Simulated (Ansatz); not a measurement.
**Two runs on CoO**

System: CoO (Fm-3m, 2 atoms in the cell).
Method of run A: Kohn-Sham DFT of a periodic cell, LDA, Ansatz PAW, spin-polarised (Ansatz 0.2.0).

The structure derives from an entry of the Crystallography Open Database. Text and figures count atoms from 1; the logs count them from 0 in places.

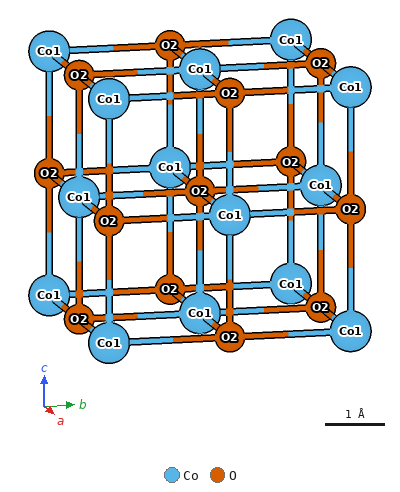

Figure 1. The structure (ball-and-stick view of the cell 4 times as large as that of the calculation, set on its symmetry axes, seen slightly off an axis; atoms are numbered from 1 in the order of the input). Near neighbours in the crystal (not all of them lie inside the picture): Co has 6 O at 2.13 Å; O has 6 Co at 2.13 Å.

## Input, run A
```yaml
crystal:
  lattice:
    - [0.0, 2.1315, 2.1315]
    - [2.1315, 0.0, 2.1315]
    - [2.1315, 2.1315, 0.0]
  atoms:
    - { symbol: Co, position: [0.0, 0.0, 0.0], spin: 2.0 }
    - { symbol: O, position: [0.5, 0.5, 0.5] }
hamiltonian:
  xc: lda
  pseudopotentials: { kind: paw }
magnetization:
  spin_polarized: true
kpoints:
  mp_grid: { grid: [11, 11, 11] }
scf:
  occupations: { method: fermi_dirac, width: 0.05 }
output:
  forces: true
  stress: true
  eigenvalues: true
```

Command:
```bash
ansatz run input.yaml --threads 2 --pin off --max-ram 5632MiB --backend cpu --events-out ev --progress --plain --runs-dir out
```

Hardware: 2 threads of Arm Neoverse V2, 24 GiB of memory available, shared host.

## Output, shortened to warnings, some set-up lines, iterations and results (run A)
```
Basis set: ecut = 420 eV, 339 PW (Γ)
Symmetry: 48 space group operations
k-points: 56 of 1331
Initial density: superposition of atomic densities (chi_scale 0.1, normalization cell, long waves kept (reshape's long-wave potential 0.00 eV rms))
[...]
SCF iter   1: F=—  HF=-5615.346437 eV  |F-HF|=—  |Δ(HF+E_count)|=         —  Δρ=1.18e-1 (↑9.90e-2 ↓1.18e-1)  dr2=6.94e0  dr2_m=6.14e-2  M=1.895 μB ∫|m|=1.895 μB  β_m=0.30  …
SCF iter   2: F=—  HF=-5616.002221 eV  |F-HF|=—  |Δ(HF+E_count)|=   6.56e-1  Δρ=6.56e-2 (↑6.56e-2 ↓5.23e-2)  dr2=6.36e-1  dr2_m=4.38e-1  M=2.389 μB ∫|m|=2.389 μB  β_m=0.35  …
SCF iter   3: F=—  HF=-5616.303963 eV  |F-HF|=—  |Δ(HF+E_count)|=   3.02e-1  Δρ=7.72e-2 (↑6.30e-2 ↓7.72e-2)  dr2=7.89e-2  dr2_m=8.21e-1  M=2.806 μB ∫|m|=2.808 μB  β_m=0.38  …
SCF iter   4: F=—  HF=-5616.127407 eV  |F-HF|=—  |Δ(HF+E_count)|=         —  Δρ=3.03e-2 (↑1.33e-2 ↓3.03e-2)  dr2=9.37e-2  dr2_m=2.57e-2  M=2.617 μB ∫|m|=2.622 μB  β_m=0.67  …
SCF iter   5: F=—  HF=-5616.217395 eV  |F-HF|=—  |Δ(HF+E_count)|=   9.00e-2  Δρ=3.51e-2 (↑3.51e-2 ↓1.61e-2)  dr2=8.54e-2  dr2_m=1.03e-1  M=2.823 μB ∫|m|=2.830 μB  β_m=0.66  …
SCF iter   6: F=—  HF=-5616.268087 eV  |F-HF|=—  |Δ(HF+E_count)|=   5.07e-2  Δρ=2.02e-2 (↑1.47e-2 ↓2.02e-2)  dr2=2.44e-2  dr2_m=4.93e-2  M=2.862 μB ∫|m|=2.871 μB  β_m=0.80  …
SCF iter   7: F=—  HF=-5616.321556 eV  |F-HF|=—  |Δ(HF+E_count)|=   5.35e-2  Δρ=1.82e-2 (↑1.60e-2 ↓1.82e-2)  dr2=1.29e-1  dr2_m=9.90e-4  M=2.821 μB ∫|m|=2.830 μB  β_m=0.63  …
SCF iter   8: F=—  HF=-5616.287641 eV  |F-HF|=—  |Δ(HF+E_count)|=   3.39e-2  Δρ=4.04e-3 (↑3.62e-3 ↓4.04e-3)  dr2=2.60e-3  dr2_m=1.96e-3  M=2.890 μB ∫|m|=2.900 μB  β_m=0.62  …
SCF iter   9: F=—  HF=-5616.287256 eV  |F-HF|=—  |Δ(HF+E_count)|=   3.85e-4  Δρ=7.66e-4 (↑7.66e-4 ↓2.76e-4)  dr2=2.02e-5  dr2_m=4.42e-5  M=2.884 μB ∫|m|=2.895 μB  β_m=0.81  …
SCF iter  10: F=—  HF=-5616.287293 eV  |F-HF|=—  |Δ(HF+E_count)|=   3.69e-5  Δρ=2.90e-4 (↑2.30e-4 ↓2.90e-4)  dr2=2.27e-6  dr2_m=1.15e-5  M=2.884 μB ∫|m|=2.895 μB  β_m=0.76  …
SCF iter  11: F=—  HF=-5616.287296 eV  |F-HF|=—  |Δ(HF+E_count)|=   2.92e-6  Δρ=9.19e-5 (↑6.93e-5 ↓9.19e-5)  dr2=4.13e-7  dr2_m=1.07e-6  M=2.884 μB ∫|m|=2.895 μB  β_m=0.88  …
SCF iter  12: F=—  HF=-5616.287296 eV  |F-HF|=—  |Δ(HF+E_count)|=   2.68e-7  Δρ=1.28e-5 (↑1.13e-5 ↓1.28e-5)  dr2=3.60e-9  dr2_m=2.49e-8  M=2.884 μB ∫|m|=2.895 μB  β_m=0.85  …
SCF iter  13: F=-5616.287296 eV  HF=-5616.287296 eV  |F-HF|=2.39e-9  |Δ(HF+E_count)|=   1.73e-9  Δρ=4.77e-6 (↑2.43e-6 ↓4.77e-6)  dr2=2.85e-9  dr2_m=1.82e-9  M=2.884 μB …
SCF 1 converged in 13 iterations: F = -5616.287296 eV  dr2 = 2.85e-9
SCF converged after 13 iterations
Magnetization: 2.8839 μB (12.9420 up, 10.0580 down)
Absolute magnetization: 2.8947 μB (∫|ρ↑−ρ↓|, with the PAW one-centre terms)
Spin contamination: 0.0078 ħ² per cell (⟨S²⟩ above its minimum at these occupations)
Per-site moments (μB) at R_I (Å): [(2.425279845928262, 0.87924375), (0.3403758725461583, 0.87924375)]
Free energy (F): -5616.287296 eV
Harris-Foulkes:  -5616.287296 eV  (|F-HF|=2.39e-9)
Internal energy: -5616.254174 eV  (E = F + TS)
E sigma→0 (E₀):  -5616.270735 eV
Entropy (-TS):   -0.033122 eV (-16.561 meV/atom)
Fermi energy:    13.510107 eV
--- Per-component energies (eV) ---
  E_band       = -310.721114
  E_kinetic    = 616.010520
  E_local      = -3439.970675  (includes V_loc(G=0)·N_el)
  E_nonlocal   = 519.980314
  E_hartree    = 1406.824907
  E_xc         = -225.514063
  E_vxc        = -291.826641  (∫ρ·V_xc dr)
  E_paw        = -1602.037781  (= ΣΔE_a)
  E_vpaw       = -528.568897  (= ΣTr[D̂ρ^β])
  E_aug_tail   = 0.002497  (compensation charges beyond the density's cutoff)
  E_ewald      = -2892.065066
  E_core_change = 0.515172  (= ΣΔE_core)
  E_smearing   = -0.033122  (= −TS)
  E_closure    = 0.000000  (closes the sum)
  Σ components = -5616.287296   (vs F -5616.287296, Δ=0.00e0)
--- Forces (eV/Å), atoms counted from 1 ---
  atom   1  Co    -0.00000000     0.00000000    -0.00000000
  atom   2  O      0.00000000     0.00000000     0.00000000
  max |Σ_I F_I| component: 1.60e-29 eV/Å
--- Stress (GPa, compression-positive) ---
      -19.204317      -0.000000      -0.000000
       -0.000000     -19.204317       0.000000
       -0.000000       0.000000     -19.204317
  P = ⅓ Tr σ = -19.2043 GPa (-192.043 kbar)
```

The input of run B differs as follows (lines with − go, lines with + come):
```diff
-    - [0.0, 2.1315, 2.1315]
-    - [2.1315, 0.0, 2.1315]
-    - [2.1315, 2.1315, 0.0]
+    - [0.0, 2.1026924146, 2.1026924146]
+    - [2.1026924146, 0.0, 2.1026924146]
+    - [2.1026924146, 2.1026924146, 0.0]
```

How does run B compare with run A?

With the same functional and potentials, run B lies 39.9 meV per atom lower. The net moment of the cell goes from 2.88 to 2.76 μB. The pressure goes from −19.20 to −13.73 GPa. The volume per atom goes from 9.68 to 9.30 Å³. The cell is scaled evenly with the atoms at fixed fractional positions, so −ΔP/Δ ln V estimates the bulk modulus midway between the two volumes: about 130 GPa. The number of SCF iterations is the same.

## Output, shortened to warnings, some set-up lines, iterations and results (run B)
```
Basis set: ecut = 420 eV, 339 PW (Γ)
Symmetry: 48 space group operations
k-points: 56 of 1331
Initial density: superposition of atomic densities (chi_scale 0.1, normalization cell, long waves kept (reshape's long-wave potential 0.00 eV rms))
[...]
SCF iter   1: F=—  HF=-5615.263313 eV  |F-HF|=—  |Δ(HF+E_count)|=         —  Δρ=1.18e-1 (↑9.29e-2 ↓1.18e-1)  dr2=6.19e0  dr2_m=6.48e-2  M=1.847 μB ∫|m|=1.847 μB  β_m=0.30  …
SCF iter   2: F=—  HF=-5616.008477 eV  |F-HF|=—  |Δ(HF+E_count)|=   7.45e-1  Δρ=6.20e-2 (↑6.20e-2 ↓4.89e-2)  dr2=6.77e-1  dr2_m=3.33e-1  M=2.298 μB ∫|m|=2.299 μB  β_m=0.35  …
SCF iter   3: F=—  HF=-5616.344901 eV  |F-HF|=—  |Δ(HF+E_count)|=   3.36e-1  Δρ=6.65e-2 (↑5.39e-2 ↓6.65e-2)  dr2=6.71e-2  dr2_m=5.70e-1  M=2.644 μB ∫|m|=2.645 μB  β_m=0.39  …
SCF iter   4: F=—  HF=-5616.241821 eV  |F-HF|=—  |Δ(HF+E_count)|=         —  Δρ=2.62e-2 (↑2.62e-2 ↓2.52e-2)  dr2=1.75e-1  dr2_m=3.56e-2  M=2.338 μB ∫|m|=2.342 μB  β_m=0.68  …
SCF iter   5: F=—  HF=-5616.280958 eV  |F-HF|=—  |Δ(HF+E_count)|=   3.91e-2  Δρ=3.99e-2 (↑3.99e-2 ↓3.54e-2)  dr2=1.59e-1  dr2_m=1.93e-1  M=2.727 μB ∫|m|=2.733 μB  β_m=0.53  …
SCF iter   6: F=—  HF=-5616.331127 eV  |F-HF|=—  |Δ(HF+E_count)|=   5.02e-2  Δρ=2.88e-2 (↑2.88e-2 ↓2.31e-2)  dr2=5.29e-2  dr2_m=1.02e-1  M=2.708 μB ∫|m|=2.715 μB  β_m=0.66  …
SCF iter   7: F=—  HF=-5616.362245 eV  |F-HF|=—  |Δ(HF+E_count)|=   3.11e-2  Δρ=3.02e-2 (↑1.76e-2 ↓3.02e-2)  dr2=9.43e-2  dr2_m=7.34e-2  M=2.776 μB ∫|m|=2.783 μB  β_m=0.62  …
SCF iter   8: F=—  HF=-5616.368801 eV  |F-HF|=—  |Δ(HF+E_count)|=   6.56e-3  Δρ=1.05e-2 (↑1.05e-2 ↓6.52e-3)  dr2=5.15e-3  dr2_m=1.12e-2  M=2.753 μB ∫|m|=2.762 μB  β_m=0.64  …
SCF iter   9: F=—  HF=-5616.366597 eV  |F-HF|=—  |Δ(HF+E_count)|=   2.20e-3  Δρ=1.47e-3 (↑8.25e-4 ↓1.47e-3)  dr2=4.84e-4  dr2_m=4.88e-5  M=2.764 μB ∫|m|=2.773 μB  β_m=0.82  …
SCF iter  10: F=—  HF=-5616.367185 eV  |F-HF|=—  |Δ(HF+E_count)|=   5.88e-4  Δρ=8.92e-5 (↑5.96e-5 ↓8.92e-5)  dr2=1.67e-6  dr2_m=1.86e-7  M=2.763 μB ∫|m|=2.773 μB  β_m=0.85  …
SCF iter  11: F=—  HF=-5616.367188 eV  |F-HF|=—  |Δ(HF+E_count)|=   2.78e-6  Δρ=4.37e-5 (↑2.87e-5 ↓4.37e-5)  dr2=3.10e-8  dr2_m=2.09e-7  M=2.763 μB ∫|m|=2.772 μB  β_m=0.92  …
SCF iter  12: F=—  HF=-5616.367188 eV  |F-HF|=—  |Δ(HF+E_count)|=   1.10e-7  Δρ=1.88e-5 (↑1.88e-5 ↓1.79e-5)  dr2=1.27e-9  dr2_m=5.61e-8  M=2.763 μB ∫|m|=2.772 μB  β_m=0.81  …
SCF iter  13: F=-5616.367188 eV  HF=-5616.367188 eV  |F-HF|=2.35e-10  |Δ(HF+E_count)|=   3.88e-9  Δρ=4.17e-6 (↑3.64e-6 ↓4.17e-6)  dr2=7.59e-11  dr2_m=2.52e-9  M=2.763 μB …
SCF 1 converged in 13 iterations: F = -5616.367188 eV  dr2 = 7.59e-11
SCF converged after 13 iterations
Magnetization: 2.7627 μB (12.8813 up, 10.1187 down)
Absolute magnetization: 2.7723 μB (∫|ρ↑−ρ↓|, with the PAW one-centre terms)
Spin contamination: 0.0085 ħ² per cell (⟨S²⟩ above its minimum at these occupations)
Per-site moments (μB) at R_I (Å): [(2.328965398379958, 0.8673606210224999), (0.31297949318007245, 0.8673606210224999)]
Free energy (F): -5616.367188 eV
Harris-Foulkes:  -5616.367188 eV  (|F-HF|=2.35e-10)
Internal energy: -5616.334058 eV  (E = F + TS)
E sigma→0 (E₀):  -5616.350623 eV
Entropy (-TS):   -0.033130 eV (-16.565 meV/atom)
Fermi energy:    14.330398 eV
--- Per-component energies (eV) ---
  E_band       = -293.933518
  E_kinetic    = 617.817133
  E_local      = -3379.283519  (includes V_loc(G=0)·N_el)
  E_nonlocal   = 520.256695
  E_hartree    = 1384.523254
  E_xc         = -226.116836
  E_vxc        = -292.618491  (∫ρ·V_xc dr)
  E_paw        = -1602.361006  (= ΣΔE_a)
  E_vpaw       = -529.154027  (= ΣTr[D̂ρ^β])
  E_aug_tail   = 0.002368  (compensation charges beyond the density's cutoff)
  E_ewald      = -2931.687319
  E_core_change = 0.515172  (= ΣΔE_core)
  E_smearing   = -0.033130  (= −TS)
  E_closure    = 0.000000  (closes the sum)
  Σ components = -5616.367188   (vs F -5616.367188, Δ=0.00e0)
--- Forces (eV/Å), atoms counted from 1 ---
  atom   1  Co    -0.00000000     0.00000000    -0.00000000
  atom   2  O      0.00000000    -0.00000000     0.00000000
  max |Σ_I F_I| component: 1.51e-29 eV/Å
--- Stress (GPa, compression-positive) ---
      -13.734399      -0.000000       0.000000
       -0.000000     -13.734399       0.000000
       -0.000000      -0.000000     -13.734399
  P = ⅓ Tr σ = -13.7344 GPa (-137.344 kbar)
```

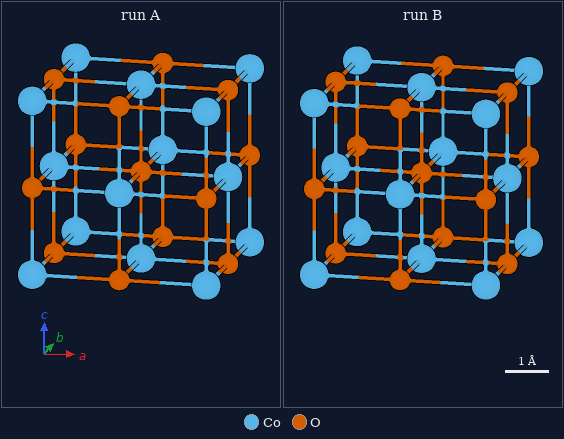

Figure 2. The two input geometries at one scale (ball-and-stick view of the cell 4 times as large as that of the calculation, set on its symmetry axes, seen slightly off an axis). The atoms keep their places relative to the cell (all moves are under 0.005 Å). The drawn cell changes as follows: a = b = c 4.263 → 4.205 Å (−1.4 %); the volume changes by −4.0 %. Among the contacts that change: Co–O 2.131 → 2.103 Å.

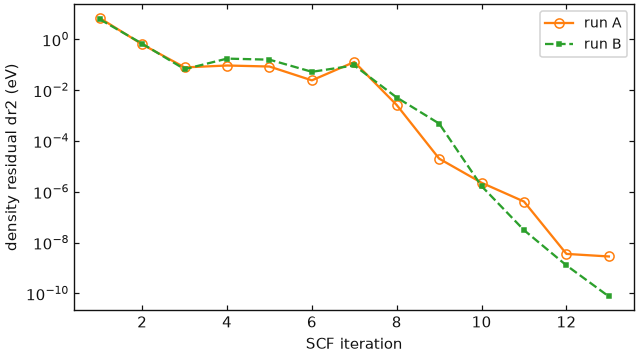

Figure 3. Convergence of the two runs: density residual dr2 against the SCF iteration. Run A takes 13 iterations in all, and run B takes 13.

## The two runs side by side

| quantity | run A | run B |
| --- | --- | --- |
| outcome | converged | converged |
| free energy per atom (eV) | −2808.1436 | −2808.1836 |
| energy per atom, smearing taken to zero (eV) | −2808.1354 | −2808.1753 |
| gap on the mesh (eV) | 0.00 | 0.00 |
| net moment of the cell (μB) | 2.88 | 2.76 |
| absolute moment of the cell (μB) | 2.89 | 2.77 |
| pressure (GPa) | −19.20 | −13.73 |
| volume per atom (Å³) | 9.68 | 9.30 |
| largest force (eV/Å) | 0.000 | 0.000 |
| SCF iterations | 13 | 13 |
| irreducible k-points | 56 | 56 |
| plane waves at Γ | 339 | 339 |
| wall time (shared host) | 1.9 s | 1.9 s |

For run A: The cell is under a tension of 19.2 GPa at this level, so it is not at its equilibrium volume. For run B: The cell is under a tension of 13.7 GPa at this level, so it is not at its equilibrium volume.
